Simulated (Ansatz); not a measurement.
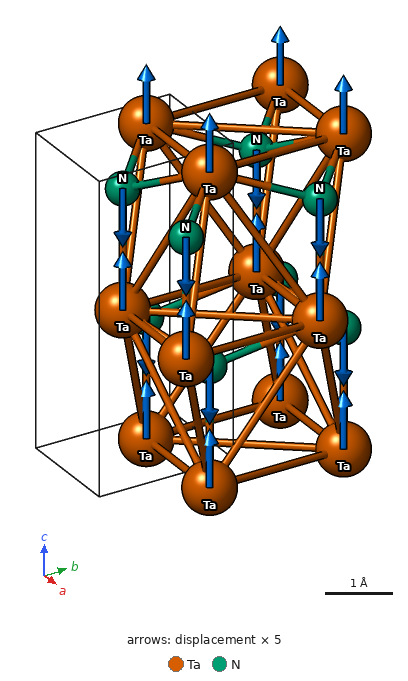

This is a relaxation of a crystal of TaN (set up in P6_3mc) (coarse preliminary run). The starting structure is drawn; blue arrows show the displacements (the part carried along by the change of the cell is left out), 5 times their true length.

A ball-and-stick model of the cell of the calculation, repeated 2 × 2 × 1 with one cell outlined, seen slightly off an axis.

Theory: Ansatz 0.2.0, DFT PBE, scalar-relativistic, plane waves, PAW. Settings: plane-wave cutoff 420 eV; k-point mesh 6 × 6 × 4; occupations gaussian; smearing width 0.1 eV; no spin polarisation; cell and atoms relaxed; force threshold 0.05 eV/Å; at most 80 steps.

Q: Describe the change and its energy.

A: The largest moves relative to the cell, 0.19 Å, are those of Ta and N atoms. Largest moves by element: N 0.19 Å, Ta 0.19 Å. The volume changes by +31.9 %, with a = b 3.050 → 3.151 Å (+3.3 %), c 4.940 → 6.103 Å (+23.5 %). Among the contacts that change: Ta–Ta 3.033 → 3.553 Å, N–Ta 1.850 → 2.114 Å, Ta–Ta 3.050 → 3.151 Å, N–Ta 1.902 → 1.976 Å. Bond angles that change, for instance: Ta–N–Ta 111.0° → 96.4°, Ta–N–Ta 107.9° → 120.6°. The space group stays P6_3mc (No. 186). After 10 accepted moves (12 points after the start) the energy has fallen by 1404 meV per atom. Largest force component: 2.2 eV/Å at the start, 0.011 eV/Å at the end. Pressure: 137.73 GPa at the start and 0.02 GPa at the end. At 2 points the geometry stayed and the basis and grid were re-selected for the new cell (energy shift of 49.5 meV per atom at most each time).
